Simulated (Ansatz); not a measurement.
# Run report: Ti3O4, single-point calculation (part 2 of 3)

The same run, continued: Ti3O4 (I4/mmm, 14 atoms in the cell); DFT r2SCAN, scalar-relativistic, plane waves, PAW, spin-polarised (Ansatz 0.2.0); cutoff 500 eV, 6×6×4 k-mesh, Gaussian smearing of 0.05 eV, collinear spins. The structure derives from a Materials Project entry.

Geometry of the input (Å; fractional positions):
```
4.1244  0.0000  0.0000
0.0000  4.1244  0.0000
0.0000  0.0000  8.1581
Ti 0.5000  0.0000  0.2500
Ti 0.0000  0.0000  0.5000
Ti 0.0000  0.5000  0.2500
O  0.5000  0.0000  0.0000
O  0.0000  0.0000  0.2444
O  0.0000  0.5000  0.0000
O  0.0000  0.0000  0.7556
Ti 1.0000  0.5000  0.7500
Ti 0.5000  0.5000  1.0000
Ti 0.5000  1.0000  0.7500
O  1.0000  0.5000  0.5000
O  0.5000  0.5000  0.7444
O  0.5000  1.0000  0.5000
O  0.5000  0.5000  1.2556
```

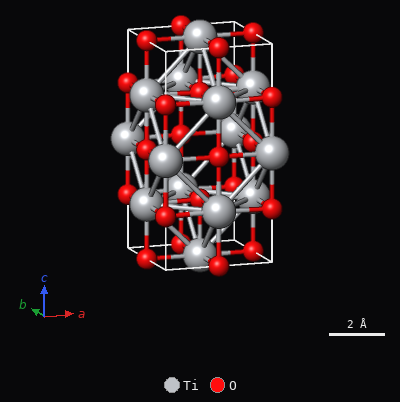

*The structure as given in the input (ball-and-stick view of the cell of the calculation, seen slightly off an axis).*

## The program's output, continued
```
SCF iter   1: F=-19593.846499 eV  HF=-19594.671280 eV  |F-HF|=8.25e-1  |Δ(HF+E_count)|=         —  Δρ=4.67e-2 (↑4.67e-2 ↓4.67e-2)  dr2=5.06e0  dr2_τ=1.90e-1  dr2_m=1.55e0  M=0.000 μB ∫|m|=2.889 μB  β_m=0.30  ethr=3.10e-3  ⟨swp⟩=6.0  Hψ=8996  notcnv=0  defer=7
preconditioner: auto → Kerker (q_TF=auto, 2.663 Å⁻¹)  [metal: Δε(μ)=0.039 eV  Ē_g=10.433 eV  σ=0.050 eV  W_gap=0.40  n_scr=46 (ndim 8)  ℏωp=26.7 eV  f_vac=0.000  D(μ)=1.82/eV (n_scr^D=6)]
spin=Collinear: Kerker preconditioning applied to the charge; magnetization (m = ρ↑ − ρ↓) channel mixes plain (no charge-response kernel on spin).
SCF iter   2: F=-19595.757761 eV  HF=-19595.673889 eV  |F-HF|=8.39e-2  |Δ(HF+E_count)|=    1.00e0  Δρ=3.32e-2 (↑3.32e-2 ↓3.32e-2)  dr2=2.25e0  dr2_τ=4.43e-2  dr2_m=8.96e-1  M=0.000 μB ∫|m|=2.631 μB  β_m=0.30  ethr=3.10e-3  ⟨swp⟩=2.0  Hψ=3016  notcnv=0  defer=283  κ⁻¹=1.0e0(r=1)
SCF iter   3: F=-19596.158931 eV  HF=-19596.108853 eV  |F-HF|=5.01e-2  |Δ(HF+E_count)|=   4.35e-1  Δρ=2.47e-2 (↑2.47e-2 ↓2.47e-2)  dr2=1.18e0  dr2_τ=2.04e-2  dr2_m=5.58e-1  M=0.000 μB ∫|m|=2.373 μB  β_m=0.30  ethr=1.88e-3  ⟨swp⟩=2.0  Hψ=2455  notcnv=0  defer=283  κ⁻¹=9.9e-2(r=2)
SCF iter   4: F=-19596.387317 eV  HF=-19596.293933 eV  |F-HF|=9.34e-2  |Δ(HF+E_count)|=   1.85e-1  Δρ=1.75e-2 (↑1.75e-2 ↓1.75e-2)  dr2=2.70e-1  dr2_τ=9.36e-3  dr2_m=3.55e-1  M=0.000 μB ∫|m|=2.152 μB  β_m=0.30  ethr=9.83e-4  ⟨swp⟩=2.4  Hψ=4001  notcnv=0  defer=299  κ⁻¹=2.9e-2(r=3)
SCF iter   5: F=-19596.439881 eV  HF=-19596.326403 eV  |F-HF|=1.13e-1  |Δ(HF+E_count)|=   3.25e-2  Δρ=1.39e-2 (↑1.39e-2 ↓1.39e-2)  dr2=9.43e-2  dr2_τ=6.24e-3  dr2_m=2.21e-1  M=0.000 μB ∫|m|=1.981 μB  β_m=0.30  ethr=2.25e-4  ⟨swp⟩=2.1  Hψ=3397  notcnv=0  defer=299  κ⁻¹=2.7e-3(r=4)
SCF iter   6: F=-19596.460934 eV  HF=-19596.406641 eV  |F-HF|=5.43e-2  |Δ(HF+E_count)|=   8.02e-2  Δρ=1.06e-2 (↑1.06e-2 ↓1.06e-2)  dr2=1.39e-2  dr2_τ=2.93e-3  dr2_m=1.39e-1  M=0.000 μB ∫|m|=1.837 μB  β_m=0.30  ethr=7.86e-5  ⟨swp⟩=2.3  Hψ=3614  notcnv=0  defer=299  κ⁻¹=9.4e-5(r=5)
SCF iter   7: F=-19596.475850 eV  HF=-19596.436920 eV  |F-HF|=3.89e-2  |Δ(HF+E_count)|=   3.03e-2  Δρ=8.70e-3 (↑8.70e-3 ↓8.70e-3)  dr2=5.52e-3  dr2_τ=1.89e-3  dr2_m=9.40e-2  M=0.000 μB ∫|m|=1.691 μB  β_m=0.30  ethr=1.16e-5  ⟨swp⟩=2.1  Hψ=3122  notcnv=0  defer=299  κ⁻¹=9.0e-5(r=6)
SCF iter   8: F=-19596.485308 eV  HF=-19596.458786 eV  |F-HF|=2.65e-2  |Δ(HF+E_count)|=   2.19e-2  Δρ=7.17e-3 (↑7.17e-3 ↓7.17e-3)  dr2=8.33e-4  dr2_τ=1.18e-3  dr2_m=6.51e-2  M=0.000 μB ∫|m|=1.561 μB  β_m=0.30  ethr=4.60e-6  ⟨swp⟩=2.2  Hψ=3930  notcnv=0  defer=299  κ⁻¹=2.4e-5(r=7)
SCF iter   9: F=-19596.492599 eV  HF=-19596.473713 eV  |F-HF|=1.89e-2  |Δ(HF+E_count)|=   1.49e-2  Δρ=6.11e-3 (↑6.11e-3 ↓6.11e-3)  dr2=9.33e-4  dr2_τ=8.30e-4  dr2_m=4.73e-2  M=0.000 μB ∫|m|=1.435 μB  β_m=0.30  ethr=6.94e-7  ⟨swp⟩=2.4  Hψ=4078  notcnv=0  defer=296
Mixer restart at iter 9: flushing history
spin-set hold released at iteration 9 (site moments contracting): the magnetisation degrees of freedom join the quasi-Newton model from the next iteration; the mixer history was flushed
SCF iter  10: F=-19596.498948 eV  HF=-19596.484241 eV  |F-HF|=1.47e-2  |Δ(HF+E_count)|=   1.05e-2  Δρ=5.22e-3 (↑5.22e-3 ↓5.22e-3)  dr2=5.76e-4  dr2_τ=5.67e-4  dr2_m=3.45e-2  M=0.000 μB ∫|m|=1.326 μB  β_m=0.30  ethr=6.94e-7  ⟨swp⟩=2.2  Hψ=4053  notcnv=0  defer=292  κ⁻¹=1.0e0(r=1)
SCF iter  11: F=-19596.520406 eV  HF=-19596.516806 eV  |F-HF|=3.60e-3  |Δ(HF+E_count)|=   3.26e-2  Δρ=1.48e-3 (↑1.48e-3 ↓1.48e-3)  dr2=7.97e-4  dr2_τ=3.48e-5  dr2_m=2.46e-3  M=0.000 μB ∫|m|=0.784 μB  β_m=0.30  ethr=4.80e-7  ⟨swp⟩=3.9  Hψ=5445  notcnv=0  defer=289  κ⁻¹=5.8e-3(r=2)
SCF iter  12: F=-19596.524019 eV  HF=-19596.521592 eV  |F-HF|=2.43e-3  |Δ(HF+E_count)|=   4.79e-3  Δρ=9.84e-4 (↑9.84e-4 ↓9.84e-4)  dr2=4.15e-4  dr2_τ=1.56e-5  dr2_m=1.07e-3  M=0.000 μB ∫|m|=0.641 μB  β_m=0.30  ethr=4.80e-7  ⟨swp⟩=2.5  Hψ=4171  notcnv=0  defer=294  κ⁻¹=4.6e-3(r=3)
SCF iter  13: F=-19596.527344 eV  HF=-19596.526629 eV  |F-HF|=7.15e-4  |Δ(HF+E_count)|=   5.04e-3  Δρ=5.75e-4 (↑5.75e-4 ↓5.75e-4)  dr2=5.17e-5  dr2_τ=7.37e-6  dr2_m=4.07e-4  M=0.000 μB ∫|m|=0.464 μB  β_m=0.30  ethr=3.46e-7  ⟨swp⟩=2.9  Hψ=4676  notcnv=0  defer=288  κ⁻¹=8.0e-4(r=4)
SCF iter  14: F=-19596.528684 eV  HF=-19596.528543 eV  |F-HF|=1.42e-4  |Δ(HF+E_count)|=   1.91e-3  Δρ=4.78e-4 (↑4.78e-4 ↓4.78e-4)  dr2=2.05e-4  dr2_τ=5.83e-6  dr2_m=2.34e-4  M=0.000 μB ∫|m|=0.318 μB  β_m=0.30  ethr=4.30e-8  ⟨swp⟩=3.0  Hψ=4994  notcnv=0  defer=302  κ⁻¹=4.0e-4(r=5)
SCF iter  15: F=-19596.528723 eV  HF=-19596.528554 eV  |F-HF|=1.69e-4  |Δ(HF+E_count)|=   1.10e-5  Δρ=4.62e-4 (↑4.62e-4 ↓4.62e-4)  dr2=1.58e-4  dr2_τ=5.09e-6  dr2_m=2.24e-4  M=0.000 μB ∫|m|=0.318 μB  β_m=0.30  ethr=4.30e-8  ⟨swp⟩=1.5  Hψ=2019  notcnv=0  defer=302  κ⁻¹=1.5e-5(r=6)
SCF iter  16: F=-19596.529336 eV  HF=-19596.529251 eV  |F-HF|=8.46e-5  |Δ(HF+E_count)|=   6.98e-4  Δρ=2.75e-4 (↑2.75e-4 ↓2.75e-4)  dr2=7.64e-6  dr2_τ=1.45e-6  dr2_m=9.45e-5  M=0.000 μB ∫|m|=0.252 μB  β_m=0.30  ethr=4.30e-8  ⟨swp⟩=3.0  Hψ=4478  notcnv=0  defer=302  κ⁻¹=6.7e-7(r=7)
SCF iter  17: F=-19596.529625 eV  HF=-19596.529568 eV  |F-HF|=5.71e-5  |Δ(HF+E_count)|=   3.16e-4  Δρ=2.29e-4 (↑2.29e-4 ↓2.29e-4)  dr2=7.78e-6  dr2_τ=1.64e-6  dr2_m=6.19e-5  M=0.000 μB ∫|m|=0.214 μB  β_m=0.30  ethr=6.36e-9  ⟨swp⟩=3.3  Hψ=4684  notcnv=0  defer=302  κ⁻¹=4.3e-7(r=8)
SCF iter  18: F=-19596.529770 eV  HF=-19596.529741 eV  |F-HF|=2.87e-5  |Δ(HF+E_count)|=   1.73e-4  Δρ=2.18e-4 (↑2.18e-4 ↓2.18e-4)  dr2=3.91e-5  dr2_τ=1.47e-6  dr2_m=5.01e-5  M=0.000 μB ∫|m|=0.182 μB  β_m=0.30  ethr=6.36e-9  ⟨swp⟩=3.0  Hψ=4797  notcnv=0  defer=304  κ⁻¹=6.0e-7(r=8)
SCF iter  19: F=-19596.529934 eV  HF=-19596.529902 eV  |F-HF|=3.18e-5  |Δ(HF+E_count)|=   1.61e-4  Δρ=1.74e-4 (↑1.74e-4 ↓1.74e-4)  dr2=2.76e-6  dr2_τ=6.39e-7  dr2_m=3.75e-5  M=0.000 μB ∫|m|=0.152 μB  β_m=0.30  ethr=6.36e-9  ⟨swp⟩=3.0  Hψ=4547  notcnv=0  defer=304  κ⁻¹=1.2e-5(r=8)
SCF iter  20: F=-19596.530132 eV  HF=-19596.530119 eV  |F-HF|=1.31e-5  |Δ(HF+E_count)|=   2.16e-4  Δρ=1.18e-4 (↑1.18e-4 ↓1.18e-4)  dr2=3.11e-6  dr2_τ=4.11e-7  dr2_m=1.61e-5  M=0.000 μB ∫|m|=0.086 μB  β_m=0.30  ethr=2.30e-9  ⟨swp⟩=4.3  Hψ=5984  notcnv=0  defer=304  κ⁻¹=2.9e-5(r=8)
SCF iter  21: F=-19596.530208 eV  HF=-19596.530207 eV  |F-HF|=1.34e-6  |Δ(HF+E_count)|=   8.83e-5  Δρ=6.88e-5 (↑6.88e-5 ↓6.88e-5)  dr2=6.51e-6  dr2_τ=1.49e-7  dr2_m=4.62e-6  M=0.000 μB ∫|m|=0.032 μB  β_m=0.30  ethr=2.30e-9  ⟨swp⟩=3.8  Hψ=5749  notcnv=0  defer=304  κ⁻¹=4.0e-5(r=8)
SCF iter  22: F=-19596.530218 eV  HF=-19596.530218 eV  |F-HF|=7.52e-7  |Δ(HF+E_count)|=   1.16e-5  Δρ=4.96e-5 (↑4.96e-5 ↓4.96e-5)  dr2=3.63e-6  dr2_τ=8.25e-8  dr2_m=2.24e-6  M=0.000 μB ∫|m|=0.021 μB  β_m=0.30  ethr=2.30e-9  ⟨swp⟩=2.5  Hψ=3913  notcnv=0  defer=305  κ⁻¹=9.4e-5(r=8)
SCF iter  23: F=-19596.530223 eV  HF=-19596.530224 eV  |F-HF|=1.16e-6  |Δ(HF+E_count)|=   5.46e-6  Δρ=2.34e-5 (↑2.34e-5 ↓2.34e-5)  dr2=2.48e-6  dr2_τ=2.34e-8  dr2_m=3.07e-7  M=0.000 μB ∫|m|=0.009 μB  β_m=0.30  ethr=2.30e-9  ⟨swp⟩=2.7  Hψ=3858  notcnv=0  defer=305  κ⁻¹=4.2e-4(r=8)
SCF iter  24: F=-19596.530225 eV  HF=-19596.530225 eV  |F-HF|=7.14e-8  |Δ(HF+E_count)|=   1.02e-6  Δρ=1.03e-5 (↑1.03e-5 ↓1.03e-5)  dr2=2.06e-7  dr2_τ=6.78e-9  dr2_m=7.63e-8  M=0.000 μB ∫|m|=0.003 μB  β_m=0.30  ethr=2.07e-9  ⟨swp⟩=2.4  Hψ=3691  notcnv=0  defer=305  κ⁻¹=4.1e-4(r=8)
iter 25 did not close the SCF: its close was put off for a magnetic moment that had not settled (scf_convergence_deferred on its scf_iter line)
SCF iter  25: F=-19596.530225 eV  HF=-19596.530225 eV  |F-HF|=1.92e-8  |Δ(HF+E_count)|=   2.65e-7  Δρ=6.00e-6 (↑6.00e-6 ↓6.00e-6)  dr2=9.04e-8  dr2_τ=2.10e-9  dr2_m=2.71e-8  M=0.000 μB ∫|m|=0.001 μB  β_m=0.30  ethr=8.33e-11  ⟨swp⟩=12.5  Hψ=10938  notcnv=0  κ⁻¹=1.4e-4(r=8)
iter 26 did not close the SCF: its close was put off for a magnetic moment that had not settled (scf_convergence_deferred on its scf_iter line)
SCF iter  26: F=-19596.530225 eV  HF=-19596.530225 eV  |F-HF|=2.76e-9  |Δ(HF+E_count)|=   7.08e-8  Δρ=3.20e-6 (↑3.20e-6 ↓3.20e-6)  dr2=2.49e-8  dr2_τ=3.55e-10  dr2_m=8.44e-9  M=0.000 μB ∫|m|=0.001 μB  β_m=0.30  ethr=7.53e-11  ⟨swp⟩=1.8  Hψ=6451  notcnv=0  κ⁻¹=3.5e-5(r=8)
iter 27 did not close the SCF: its close was put off for a magnetic moment that had not settled (scf_convergence_deferred on its scf_iter line)
SCF iter  27: F=-19596.530225 eV  HF=-19596.530225 eV  |F-HF|=2.58e-9  |Δ(HF+E_count)|=   3.39e-8  Δρ=1.80e-6 (↑1.80e-6 ↓1.80e-6)  dr2=4.58e-9  dr2_τ=1.07e-10  dr2_m=3.06e-9  M=0.000 μB ∫|m|=0.001 μB  β_m=0.30  ethr=2.08e-11  ⟨swp⟩=2.2  Hψ=6939  notcnv=0  κ⁻¹=6.2e-5(r=8)
iter 28 did not close the SCF: its close was put off for a magnetic moment that had not settled (scf_convergence_deferred on its scf_iter line)
SCF iter  28: F=-19596.530225 eV  HF=-19596.530225 eV  |F-HF|=8.99e-10  |Δ(HF+E_count)|=   7.92e-9  Δρ=1.08e-6 (↑1.08e-6 ↓1.08e-6)  dr2=1.63e-9  dr2_τ=4.18e-11  dr2_m=9.12e-10  M=0.000 μB ∫|m|=0.000 μB  β_m=0.30  ethr=3.81e-12  ⟨swp⟩=1.0  Hψ=6230  notcnv=0  κ⁻¹=1.1e-5(r=8)
SCF iter  29: F=-19596.530225 eV  HF=-19596.530225 eV  |F-HF|=6.55e-11  |Δ(HF+E_count)|=   3.51e-9  Δρ=3.85e-7 (↑3.85e-7 ↓3.85e-7)  dr2=4.82e-10  dr2_τ=7.57e-12  dr2_m=8.35e-11  M=0.000 μB ∫|m|=0.000 μB  ethr=1.36e-12  ⟨swp⟩=1.0  Hψ=6366  notcnv=0
WARN: the starting moments were not kept: the SCF closed with an absolute magnetisation of 5.9e-5 μB, where they sum to 6 μB in size (6 sites). That is at most 0.1 of that sum. Measured as dr2_m measures the in/out step, that magnetisation stands 3.6e-10 eV from none, at or under the dr2_threshold of 1.0e-7 eV: it is no larger than a step whose dr2_m would equal this threshold. The system may hold no moment; this SCF shows only that its start led to no more than that. To try another start: raise the starting moments (crystal.atoms[].spin, magnetization.per_species, magnetization.initial_magnetization, or on a non-collinear deck that types none of these the spinor_matrix: blocks that start its atoms; where the total moment is fixed, keep their sum and leave initial_magnetization as it is; typed ones take the place of any that the run laid by itself, positive ones on a crystal's lanthanoids without a Hubbard term where scf.initial_density.shell_occupations: [] is typed) or, if the notice of its spin-set hold's release reads "site moments contracting" or "site moments show no strong build", lengthen the hold (scf.mixing.spin_hold: { on: { confirm: 4 } }; for m-r²SCAN on two components see the key's manual first). Each may lead to a state that holds a moment. A second SCF, from the converged charge density, with the starting moments and any scf.initial_density.shell_occupations laid on it anew, would have followed, and was not run: the deck does not ask for one (magnetization.retry_lost_moments is false, the default). To let it run, set magnetization.retry_lost_moments: true and run the deck again, where that key's refused combinations let it; where memory then withholds it, that run's warning says so.
SCF 1 converged in 29 iterations: F = -19596.530225 eV  dr2 = 4.82e-10
  greatest PAW one-centre occupation: 1.002 electrons in one spin orbital (limit 2), on the Ti atom at site 9 (counted from 0), in its partial waves of l = 1
this state was not tested for a lower state beside it, because the mixer in use, unlike msr1, does not test its closes by its own steps (another_mixer; see scf.mixing.algorithm and scf.lower_state_search)
SCF converged after 29 iterations
Magnetization: 0.0000 μB (60.0000 up, 60.0000 down)
Absolute magnetization: 0.0001 μB (∫|ρ↑−ρ↓|, with the PAW one-centre terms)
Spin contamination: 0.0000 ħ² per cell (⟨S²⟩ above its minimum at these occupations)
Per-site moments (μB) at R_I (Å): [(-4.041994146237457e-6, 0.8413001952609375), (9.733399388668845e-6, 0.85065856288875), (-4.041994146359398e-6, 0.8413001952609375), (-1.0552530467427247e-6, 0.8413001952609372), (1.7071001082508587e-6, 0.8508663649889616), (-1.0552530468177648e-6, 0.8413001952609372), (8.030566346374465e-8, 0.8508663649889616), (4.0419941462374565e-6, 0.8413001952609372), (-9.733399388668845e-6, 0.85065856288875), (4.041994146359398e-6, 0.8413001952609372), (1.0552530467427249e-6, 0.8413001952609375), (-1.707100108250857e-6, 0.8508663649889616), (1.0552530468177644e-6, 0.8413001952609375), (-8.030566346374194e-8, 0.8508663649889616)]
Free energy (F): -19596.530225 eV
Harris-Foulkes:  -19596.530225 eV  (|F-HF|=6.55e-11)
Internal energy: -19596.526216 eV  (E = F + TS)
E sigma→0 (E₀):  -19596.528221 eV
Entropy (-TS):   -0.004009 eV (-0.286 meV/atom)
Fermi energy:    14.980486 eV
--- Per-component energies (eV) ---
  E_band       = -909.933843
  E_kinetic    = 3070.526637
  E_local      = -7012.208663  (includes V_loc(G=0)·N_el)
  E_nonlocal   = 419.336020
  E_hartree    = 2768.064471
  E_xc         = -1156.151423
  E_vxc        = -1656.585212  (∫ρ·V_xc dr)
  E_paw        = -7620.691242  (= ΣΔE_a)
  E_vpaw       = -1375.456436  (= ΣTr[D̂ρ^β])
  E_aug_tail   = 0.008590  (compensation charges beyond the density's cutoff)
  E_vtau       = 108.316596  (kinetic-family band-sum trace: ∫τ·v_τ [+ j·A + Jᵃ·Aᵃ] dr)
  E_ewald      = -10063.634336
  E_core_change = -1.776270  (= ΣΔE_core)
  E_smearing   = -0.004009  (= −TS)
  E_closure    = 0.000000  (closes the sum)
  Σ components = -19596.530225   (vs F -19596.530225, Δ=0.00e0)
```
